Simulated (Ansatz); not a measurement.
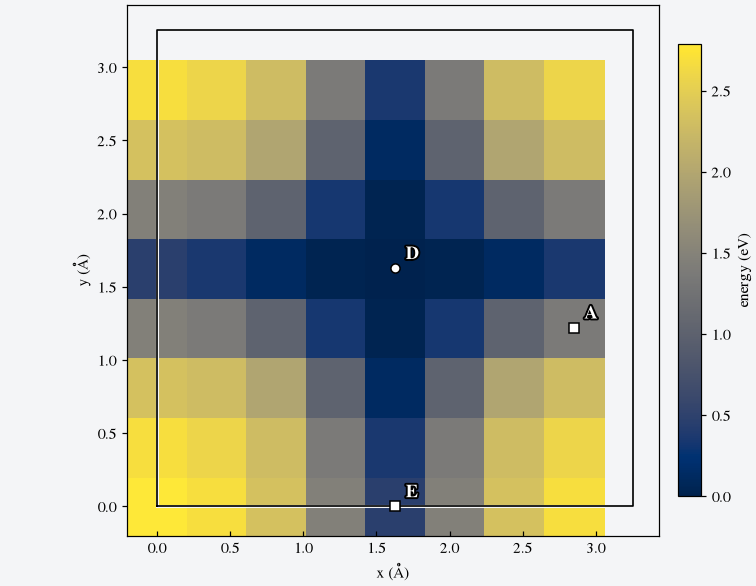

O on a Ti(100) slab cut from the Im-3m phase, its upper half relaxed before the scan (4 atoms of substrate and one adsorbate in a 1 × 1 cell). O is moved over the surface cell; relaxed at each place: the height of the adsorbate's atoms; substrate rigid; the origin of the map has the adsorbate above Ti4. Places are given modulo a cell vector. The map is drawn in real space over the plane of the surface. Grid: 8 × 8 points; 15 points were computed and 49 follow by symmetry. Energies are in eV, from the lowest grid point. With one adsorbate in each 1 × 1 cell, its nearest image is 3.3 Å away, so neighbouring adsorbates interact. The runs have no spin polarisation; a magnetic state may lie lower. Method: DFT PBE, scalar-relativistic, plane waves, PAW in Ansatz 0.2.0. Settings: cutoff 420 eV, k-mesh 8×8×1, gaussian smearing 0.1 eV, no spin polarisation.

Drawn: one coloured cell a grid point, the outline of one cell of the plane, lettered points.

What kind of point is each of A, D, E: minimum, saddle, maximum or slope?

A: on a slope; D: minimum; E: saddle point. (In these two coordinates alone; a stationary point may lie a little off the grid point.)

Rank the lettered points by energy, lowest first.

D (0.00 eV), E (0.46 eV), A (1.38 eV).

PAW datasets: the set soft_1.
